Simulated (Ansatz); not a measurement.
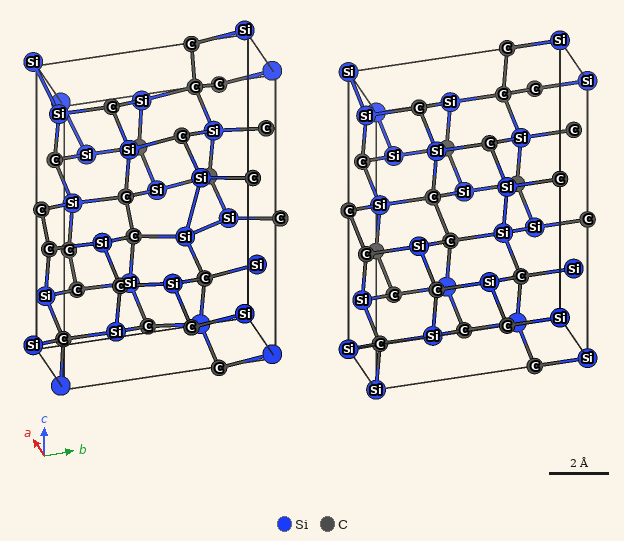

Two geometries of an interface cell of composition SiC, drawn at one scale. One is the start of a relaxation, the other its converged end. Style: ball-and-stick. Shown: the cell of the calculation, from a free direction.

All numbers below come from Ansatz 0.2.0, DFT PBEsol, scalar-relativistic, plane waves, PAW. (plane-wave cutoff 420 eV; k-point mesh 10 × 4 × 3; occupations gaussian; smearing width 0.05 eV; no spin polarisation; cell relaxed at fixed a, b, alpha, beta, gamma; force threshold 0.02 eV/Å; at most 45 steps)

Q: Which one is relaxed?

A: The left one is the relaxed one. Case: antiphase boundary on (2 1 1), species swapped. The largest moves relative to the cell, 0.30 Å, are those of Si atoms. Largest moves by element: Si 0.30 Å, C 0.24 Å. The volume changes by +2.2 %, with a unchanged at 3.081 Å, b unchanged at 7.546 Å, c 10.672 → 10.906 Å (+2.2 %). Near-neighbour distances that change, for instance: Si–Si 1.887 → 2.341 Å, Si–Si 1.887 → 2.285 Å, C–C 1.887 → 1.592 Å, C–C 1.887 → 1.778 Å. Among the angles between lasting bonds that change: Si–Si–Si 109.5° → 84.8°, C–Si–C 109.5° → 121.3°, C–C–C 109.5° → 120.1°. The energy falls by 8.227 eV per cell of the calculation in 6 accepted moves (8 points after the start). The largest force component goes from 10 to 0.0047 eV/Å. Pressure: 16.05 GPa at the start and 0.34 GPa at the end. At 2 points the geometry stayed and the basis and grid were re-selected for the new cell (energy shift of 11.8 meV per cell of the calculation at most each time). Cost: 3.1 min on 4 threads of Arm Neoverse V1, on a shared host, peak memory 1.2 GiB.
